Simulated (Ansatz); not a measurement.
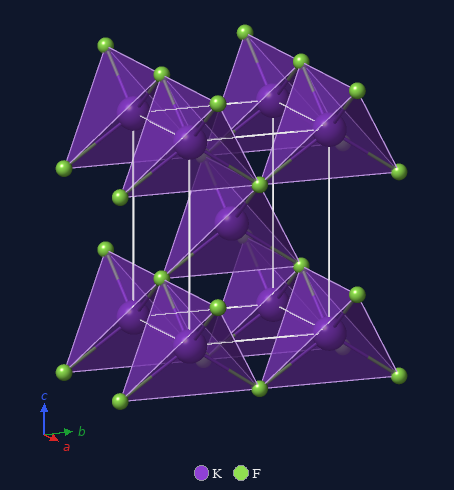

A polyhedral picture of a crystal structure, seen slightly off an axis. The frame is the conventional unit cell; atoms at its boundary are shown with their periodic copies. Some neighbours outside the box are added.

KF, space group Imm2 (No. 44), a = 4.051 Å, b = 4.252 Å, c = 5.871 Å, α = 90.00°, β = 90.00°, γ = 90.00°. The initial geometry was a structure type filled with these elements by a generator (whether the compound takes this form wasn't checked). The cell was then strained or its atoms displaced on purpose. A calculation with Ansatz used it as input.

This one geometry was computed with Ansatz (DFT, plane waves, PAW) at three levels of theory: r2SCAN, HSE06 and PBE. It was relaxed with r2SCAN and then strained.

Q: How does the band gap change with the level of theory?

A: PBE: a gap of 5.16 eV, indirect; r2SCAN: a gap of 5.74 eV, indirect; HSE06: a gap of 7.03 eV, indirect.

Q: Collect the results in a table.

A:
| level | cutoff (eV) | k-mesh of the run's cell | gap (eV) | pressure (GPa) |
| --- | --- | --- | --- | --- |
| r2SCAN | 500 | 8×8×8 | 5.74 | 0.0 |
| HSE06 | 420 | 6×6×6 | 7.03 | 0.4 |
| PBE | 420 | 8×8×8 | 5.16 | 0.9 |

Gaps are taken on the k-mesh or band path of each run.
